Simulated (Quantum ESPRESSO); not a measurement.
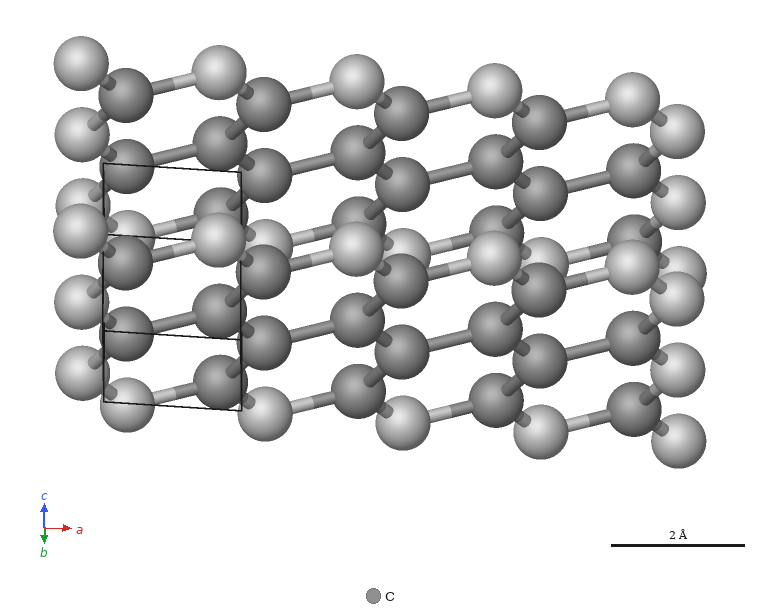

**Figure 1.** The input geometry (ball-and-stick view of the cell of the calculation, set on other vectors, repeated 4 × 2 × 2, seen at an oblique angle; neighbours outside the cell are drawn fainter). An atom can appear more than once, as a periodic image. Near neighbours in the periodic cell (some may lie outside the picture): C has 3 C at 1.20 to 1.61 Å.

**Geometry relaxation, with input and output: C (part 1 of 2)**

C (P-1, 2 atoms in the cell), computed with Kohn-Sham DFT of a periodic cell, PBEsol with D3(BJ), GBRV 1.5 LDA, no spin polarisation (Quantum ESPRESSO 7.5).

The structure derives from an entry of the Crystallography Open Database.

## Output
```
This program is part of the open-source Quantum ESPRESSO suite
     for quantum simulation of materials; please cite
         "P. Giannozzi et al., J. Phys.:Condens. Matter 21 395502 (2009);
         "P. Giannozzi et al., J. Phys.:Condens. Matter 29 465901 (2017);
         "P. Giannozzi et al., J. Chem. Phys. 152 154105 (2020);
          URL
     in publications or presentations arising from this work. More details at

     IMPORTANT: XC functional enforced from input :
     Exchange-correlation= PBESOL
                           (   1   4  10   8   0   0   0)
     Any further DFT definition will be discarded
     Please, verify this is what you really want

     Message from routine setup:
     using ibrav=0 with symmetry is DISCOURAGED, use correct ibrav instead

     G-vector sticks info
     --------------------
     sticks:   dense  smooth     PW     G-vecs:    dense   smooth      PW
     Sum         427     209     89                 4785     1633     439

     Using Slab Decomposition

     bravais-lattice index     =            0
     lattice parameter (alat)  =       6.8692  a.u.
     unit-cell volume          =     117.9939 (a.u.)^3
     number of atoms/cell      =            2
     number of atomic types    =            1
     number of electrons       =         8.00
     number of Kohn-Sham states=            9
     kinetic-energy cutoff     =      22.0000  Ry
     charge density cutoff     =     180.0000  Ry
     scf convergence threshold =      4.0E-10
     mixing beta               =       0.5000
     number of iterations used =            8  plain     mixing
     energy convergence thresh.=      1.0E-05
     force convergence thresh. =      4.0E-04
     Exchange-correlation= PBESOL
                           (   1   4  10   8   0   0   0)
     nstep                     =           40

     celldm(1)=   6.869151  celldm(2)=   0.000000  celldm(3)=   0.000000
     celldm(4)=   0.000000  celldm(5)=   0.000000  celldm(6)=   0.000000

     crystal axes: (cart. coord. in units of alat)
               a(1) = (   0.337834   0.195049   0.920774 )
               a(2) = (  -0.337834   0.195049   0.920774 )
               a(3) = (   0.000000  -0.390097   0.920774 )

     reciprocal axes: (cart. coord. in units 2 pi/alat)
               b(1) = (  1.480016  0.854488  0.362014 )
               b(2) = ( -1.480016  0.854488  0.362014 )
               b(3) = ( -0.000000 -1.708976  0.362014 )

     PseudoPot. # 1 for C  read from file:
     c_lda_v1.2.uspp.F.UPF
     Pseudo is Ultrasoft + core correction, Zval =  4.0
     Generated by new atomic code, or converted to UPF format
     Using radial grid of  721 points,  4 beta functions with:
                l(1) =   0
                l(2) =   0
                l(3) =   1
                l(4) =   1
     Q(r) pseudized with  8 coefficients,  rinner =    1.100   1.100   1.100

     atomic species   valence    mass     pseudopotential
     C                 4.00    12.01100     C ( 1.00)

      2 Sym. Ops., with inversion, found

   Cartesian axes

     site n.     atom                  positions (alat units)
         1        C      tau(   1) = (   0.0085356  -0.0322780   0.4866874  )
         2        C      tau(   2) = (  -0.0085356   0.0322780   2.2756336  )

     --------------------------------------------
     DFT-D3 Dispersion Correction (3-body terms):
     --------------------------------------------
       Reference C6 values for interpolation:

         atom   Coordination number   C6
         C          0.000            98.23
         C          0.987            86.49
         C          1.998            58.72
         C          2.999            51.56
         C          3.984            36.41

       Values used:

         atom   Coordination number  R0_AB[au]  C6      C8
         C          3.324            2.750     48.09   1390.75
         C          3.324            2.750     48.09   1390.75

         Molecular C6 ( Ry / a.u.^6 ) =       192.35

     number of k points=   365  Fermi-Dirac smearing, width (Ry)=  0.0100

     Number of k-points >= 100: set verbosity='high' to print them.

     Dense  grid:     4785 G-vectors     FFT dimensions: (  30,  30,  30)

     Smooth grid:     1633 G-vectors     FFT dimensions: (  24,  24,  24)

     Initial potential from superposition of free atoms

     starting charge       7.9999, renormalised to       8.0000
     Starting wfcs are    8 randomized atomic wfcs +    1 random wfcs

     Self-consistent Calculation

     iteration #  1     ecut=    22.00 Ry     beta= 0.50
     Davidson diagonalization with overlap
     ethr =  1.00E-02,  avg # of iterations =  3.8

     total energy              =     -22.89505028 Ry
     estimated scf accuracy    <       0.27151381 Ry

     iteration #  2     ecut=    22.00 Ry     beta= 0.50
     Davidson diagonalization with overlap
     ethr =  3.39E-03,  avg # of iterations =  1.2

     total energy              =     -22.90825187 Ry
     estimated scf accuracy    <       0.01969398 Ry

     iteration #  3     ecut=    22.00 Ry     beta= 0.50
     Davidson diagonalization with overlap
     ethr =  2.46E-04,  avg # of iterations =  2.9

     total energy              =     -22.91124615 Ry
     estimated scf accuracy    <       0.00052984 Ry

     iteration #  4     ecut=    22.00 Ry     beta= 0.50
     Davidson diagonalization with overlap
     ethr =  6.62E-06,  avg # of iterations =  3.0

     total energy              =     -22.91128014 Ry
     estimated scf accuracy    <       0.00002828 Ry

     iteration #  5     ecut=    22.00 Ry     beta= 0.50
     Davidson diagonalization with overlap
     ethr =  3.53E-07,  avg # of iterations =  2.0

     total energy              =     -22.91128524 Ry
     estimated scf accuracy    <       0.00000038 Ry

     iteration #  6     ecut=    22.00 Ry     beta= 0.50
     Davidson diagonalization with overlap
     ethr =  4.74E-09,  avg # of iterations =  2.0

     total energy              =     -22.91128530 Ry
     estimated scf accuracy    <       0.00000008 Ry

     iteration #  7     ecut=    22.00 Ry     beta= 0.50
     Davidson diagonalization with overlap
     ethr =  9.54E-10,  avg # of iterations =  2.0

     total energy              =     -22.91128532 Ry
     estimated scf accuracy    <          6.8E-09 Ry

     iteration #  8     ecut=    22.00 Ry     beta= 0.50
     Davidson diagonalization with overlap
     ethr =  8.55E-11,  avg # of iterations =  1.0

     End of self-consistent calculation

     Number of k-points >= 100: set verbosity='high' to print the bands.

     the Fermi energy is     6.7569 ev

!    total energy              =     -22.91128532 Ry
     estimated scf accuracy    <          1.2E-10 Ry
     smearing contrib. (-TS)   =      -0.00060743 Ry
     internal energy E=F+TS    =     -22.91067789 Ry

     The total energy is F=E-TS. E is the sum of the following terms:
     one-electron contribution =      -5.62499417 Ry
     hartree contribution      =       6.77718934 Ry
     xc contribution           =      -7.27223248 Ry
     ewald contribution        =     -16.77567085 Ry
     DFT-D3 Dispersion         =      -0.01496973 Ry

     convergence has been achieved in   8 iterations

     Forces acting on atoms (cartesian axes, Ry/au):

     atom    1 type  1   force =    -0.03648982    0.60118983   -0.07248913
     atom    2 type  1   force =     0.03648982   -0.60118983    0.07248913

     Total force =     0.857922     Total SCF correction =     0.000004

     BFGS Geometry Optimization
     Energy error            =      7.4E-01 Ry
     Gradient error          =      6.0E-01 Ry/Bohr

     number of scf cycles    =   1
     number of bfgs steps    =   0

     energy             new  =     -22.9112853233 Ry

     new trust radius        =       0.5000000000 bohr
     new conv_thr            =       0.0000000004 Ry

ATOMIC_POSITIONS (alat)
C                0.0041572699        0.0398568981        0.4779896963
C               -0.0041572699       -0.0398568981        2.2843313553

     NEW-OLD atomic charge density approx. for the potential

     Self-consistent Calculation

     iteration #  1     ecut=    22.00 Ry     beta= 0.50
     Davidson diagonalization with overlap
     c_bands:  1 eigenvalues not converged
     ethr =  1.00E-06,  avg # of iterations = 10.8

     total energy              =     -22.92808870 Ry
     estimated scf accuracy    <       0.13477180 Ry

     iteration #  2     ecut=    22.00 Ry     beta= 0.50
     Davidson diagonalization with overlap
     ethr =  1.68E-03,  avg # of iterations =  1.0

     total energy              =     -22.92892695 Ry
     estimated scf accuracy    <       0.01441292 Ry

     iteration #  3     ecut=    22.00 Ry     beta= 0.50
     Davidson diagonalization with overlap
     ethr =  1.80E-04,  avg # of iterations =  2.0

     total energy              =     -22.93086955 Ry
     estimated scf accuracy    <       0.00021088 Ry

     iteration #  4     ecut=    22.00 Ry     beta= 0.50
     Davidson diagonalization with overlap
     ethr =  2.64E-06,  avg # of iterations =  3.3

     total energy              =     -22.93087952 Ry
     estimated scf accuracy    <       0.00001099 Ry

     iteration #  5     ecut=    22.00 Ry     beta= 0.50
     Davidson diagonalization with overlap
     ethr =  1.37E-07,  avg # of iterations =  1.0

     total energy              =     -22.93087994 Ry
     estimated scf accuracy    <       0.00000015 Ry

     iteration #  6     ecut=    22.00 Ry     beta= 0.50
     Davidson diagonalization with overlap
     ethr =  1.92E-09,  avg # of iterations =  2.0

     total energy              =     -22.93087999 Ry
     estimated scf accuracy    <       0.00000001 Ry

     iteration #  7     ecut=    22.00 Ry     beta= 0.50
     Davidson diagonalization with overlap
     ethr =  1.33E-10,  avg # of iterations =  1.1

     total energy              =     -22.93087999 Ry
     estimated scf accuracy    <          4.9E-10 Ry

     iteration #  8     ecut=    22.00 Ry     beta= 0.50
     Davidson diagonalization with overlap
     ethr =  6.12E-12,  avg # of iterations =  2.0

     End of self-consistent calculation

     Number of k-points >= 100: set verbosity='high' to print the bands.

     the Fermi energy is     7.0740 ev

!    total energy              =     -22.93087999 Ry
     estimated scf accuracy    <          1.7E-11 Ry
     smearing contrib. (-TS)   =      -0.00144020 Ry
     internal energy E=F+TS    =     -22.92943980 Ry

     The total energy is F=E-TS. E is the sum of the following terms:
     one-electron contribution =      -5.73909312 Ry
     hartree contribution      =       6.78858835 Ry
     xc contribution           =      -7.26740255 Ry
     ewald contribution        =     -16.69638531 Ry
     DFT-D3 Dispersion         =      -0.01514717 Ry

     convergence has been achieved in   8 iterations

     Forces acting on atoms (cartesian axes, Ry/au):

     atom    1 type  1   force =    -0.09539516   -0.29827260   -0.04667263
     atom    2 type  1   force =     0.09539516    0.29827260    0.04667263

     Total force =     0.447761     Total SCF correction =     0.000003
     Energy error            =      2.0E-02 Ry
     Gradient error          =      3.0E-01 Ry/Bohr

     number of scf cycles    =   2
     number of bfgs steps    =   1

     energy             old  =     -22.9112853233 Ry
     energy             new  =     -22.9308799928 Ry

     CASE: energy            _new < energy            _old

     new trust radius        =       0.1730453046 bohr
     new conv_thr            =       0.0000000004 Ry

ATOMIC_POSITIONS (alat)
C               -0.0057269762        0.0173418818        0.4725129002
C                0.0057269762       -0.0173418818        2.2898081514

     NEW-OLD atomic charge density approx. for the potential

     Self-consistent Calculation

     iteration #  1     ecut=    22.00 Ry     beta= 0.50
     Davidson diagonalization with overlap
     ethr =  1.00E-06,  avg # of iterations =  8.9

     total energy              =     -23.02126377 Ry
     estimated scf accuracy    <       0.01408494 Ry

     iteration #  2     ecut=    22.00 Ry     beta= 0.50
     Davidson diagonalization with overlap
     ethr =  1.76E-04,  avg # of iterations =  1.0

     total energy              =     -23.02118152 Ry
     estimated scf accuracy    <       0.00162117 Ry

     iteration #  3     ecut=    22.00 Ry     beta= 0.50
     Davidson diagonalization with overlap
     ethr =  2.03E-05,  avg # of iterations =  2.2

     total energy              =     -23.02139587 Ry
     estimated scf accuracy    <       0.00002015 Ry

     iteration #  4     ecut=    22.00 Ry     beta= 0.50
     Davidson diagonalization with overlap
     ethr =  2.52E-07,  avg # of iterations =  1.8

     total energy              =     -23.02139680 Ry
     estimated scf accuracy    <       0.00000016 Ry

     iteration #  5     ecut=    22.00 Ry     beta= 0.50
     Davidson diagonalization with overlap
     ethr =  1.98E-09,  avg # of iterations =  2.0

     total energy              =     -23.02139686 Ry
     estimated scf accuracy    <          8.1E-09 Ry

     iteration #  6     ecut=    22.00 Ry     beta= 0.50
     Davidson diagonalization with overlap
     ethr =  1.01E-10,  avg # of iterations =  2.0

     End of self-consistent calculation

     Number of k-points >= 100: set verbosity='high' to print the bands.

     the Fermi energy is     6.7027 ev

!    total energy              =     -23.02139687 Ry
     estimated scf accuracy    <          1.9E-10 Ry
     smearing contrib. (-TS)   =      -0.00012008 Ry
     internal energy E=F+TS    =     -23.02127679 Ry

     The total energy is F=E-TS. E is the sum of the following terms:
     one-electron contribution =      -5.59486631 Ry
     hartree contribution      =       6.75144400 Ry
     xc contribution           =      -7.25085208 Ry
     ewald contribution        =     -16.91210709 Ry
     DFT-D3 Dispersion         =      -0.01489532 Ry

     convergence has been achieved in   6 iterations

     Forces acting on atoms (cartesian axes, Ry/au):

     atom    1 type  1   force =     0.11266073   -0.22511212   -0.05450703
     atom    2 type  1   force =    -0.11266073    0.22511212    0.05450703

     Total force =     0.364250     Total SCF correction =     0.000018
     Energy error            =      9.1E-02 Ry
     Gradient error          =      2.3E-01 Ry/Bohr

     number of scf cycles    =   3
     number of bfgs steps    =   2

     energy             old  =     -22.9308799928 Ry
     energy             new  =     -23.0213968734 Ry

     CASE: energy            _new < energy            _old

     new trust radius        =       0.1903498350 bohr
     new conv_thr            =       0.0000000004 Ry

ATOMIC_POSITIONS (alat)
C               -0.0018721262       -0.0090865476        0.4651258888
C                0.0018721262        0.0090865476        2.2971951628

     NEW-OLD atomic charge density approx. for the potential

     Self-consistent Calculation

     iteration #  1     ecut=    22.00 Ry     beta= 0.50
     Davidson diagonalization with overlap
     c_bands:  1 eigenvalues not converged
     c_bands:  1 eigenvalues not converged
     c_bands:  1 eigenvalues not converged
     c_bands:  1 eigenvalues not converged
     ethr =  1.00E-06,  avg # of iterations =  9.4

     total energy              =     -23.04812243 Ry
     estimated scf accuracy    <       0.01587288 Ry

     iteration #  2     ecut=    22.00 Ry     beta= 0.50
     Davidson diagonalization with overlap
     ethr =  1.98E-04,  avg # of iterations =  1.0

     total energy              =     -23.04825084 Ry
     estimated scf accuracy    <       0.00162698 Ry

     iteration #  3     ecut=    22.00 Ry     beta= 0.50
     Davidson diagonalization with overlap
     ethr =  2.03E-05,  avg # of iterations =  2.2

     total energy              =     -23.04848828 Ry
     estimated scf accuracy    <       0.00001992 Ry

     iteration #  4     ecut=    22.00 Ry     beta= 0.50
     Davidson diagonalization with overlap
     ethr =  2.49E-07,  avg # of iterations =  1.7

     total energy              =     -23.04848907 Ry
     estimated scf accuracy    <       0.00000013 Ry

     iteration #  5     ecut=    22.00 Ry     beta= 0.50
     Davidson diagonalization with overlap
     ethr =  1.68E-09,  avg # of iterations =  2.0

     total energy              =     -23.04848913 Ry
     estimated scf accuracy    <          4.1E-09 Ry

     iteration #  6     ecut=    22.00 Ry     beta= 0.50
     Davidson diagonalization with overlap
     ethr =  5.09E-11,  avg # of iterations =  2.0

     End of self-consistent calculation

     Number of k-points >= 100: set verbosity='high' to print the bands.

     the Fermi energy is     6.8671 ev

!    total energy              =     -23.04848914 Ry
     estimated scf accuracy    <          2.2E-10 Ry
     smearing contrib. (-TS)   =      -0.00017180 Ry
     internal energy E=F+TS    =     -23.04831734 Ry

     The total energy is F=E-TS. E is the sum of the following terms:
     one-electron contribution =      -5.59640468 Ry
     hartree contribution      =       6.74855154 Ry
     xc contribution           =      -7.24718899 Ry
     ewald contribution        =     -16.93840227 Ry
     DFT-D3 Dispersion         =      -0.01487293 Ry

     convergence has been achieved in   6 iterations

     Forces acting on atoms (cartesian axes, Ry/au):

     atom    1 type  1   force =     0.02374898    0.14630396   -0.02350739
     atom    2 type  1   force =    -0.02374898   -0.14630396    0.02350739

     Total force =     0.212233     Total SCF correction =     0.000016
     Energy error            =      2.7E-02 Ry
     Gradient error          =      1.5E-01 Ry/Bohr

     number of scf cycles    =   4
     number of bfgs steps    =   3

     energy             old  =     -23.0213968734 Ry
     energy             new  =     -23.0484891358 Ry

     CASE: energy            _new < energy            _old

     new trust radius        =       0.0723492718 bohr
     new conv_thr            =       0.0000000004 Ry

ATOMIC_POSITIONS (alat)
C               -0.0004180282        0.0011327013        0.4630316331
C                0.0004180282       -0.0011327013        2.2992894185

     NEW-OLD atomic charge density approx. for the potential

     Self-consistent Calculation

     iteration #  1     ecut=    22.00 Ry     beta= 0.50
     Davidson diagonalization with overlap
     ethr =  1.00E-06,  avg # of iterations =  7.5

     total energy              =     -23.05803686 Ry
     estimated scf accuracy    <       0.00281911 Ry

     iteration #  2     ecut=    22.00 Ry     beta= 0.50
     Davidson diagonalization with overlap
     ethr =  3.52E-05,  avg # of iterations =  1.0

     total energy              =     -23.05803750 Ry
     estimated scf accuracy    <       0.00030285 Ry
```
